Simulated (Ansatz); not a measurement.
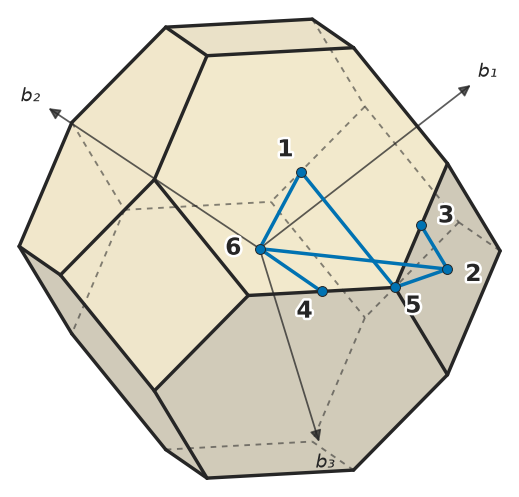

The first Brillouin zone of a face-centred cubic lattice (cF; extended symbol cF2) is drawn with its special points numbered. Crystal: InAs, a calculation's input that goes back to an entry of the Crystallography Open Database (an earlier step may have relaxed or displaced it). Symmetry computed with spglib at a tolerance of 0.002 Å; standard conventional cell.

a = 6.109 Å, b = 6.109 Å, c = 6.109 Å, α = 90.00°, β = 90.00°, γ = 90.00°.

Labels and path follow the convention of Hinuma et al. (2017), as computed by seekpath; the arrows show the directions of the reciprocal primitive vectors b₁, b₂, b₃, in which coordinates are given.

Q: Which special point is each number?

A:
| no. | label | coordinates |
| --- | --- | --- |
| 1 | L | (1/2, 1/2, 1/2) |
| 2 | X | (1/2, 0, 1/2) |
| 3 | U | (5/8, 1/4, 5/8) |
| 4 | K | (3/8, 3/8, 3/4) |
| 5 | W | (1/2, 1/4, 3/4) |
| 6 | Γ | (0, 0, 0) |
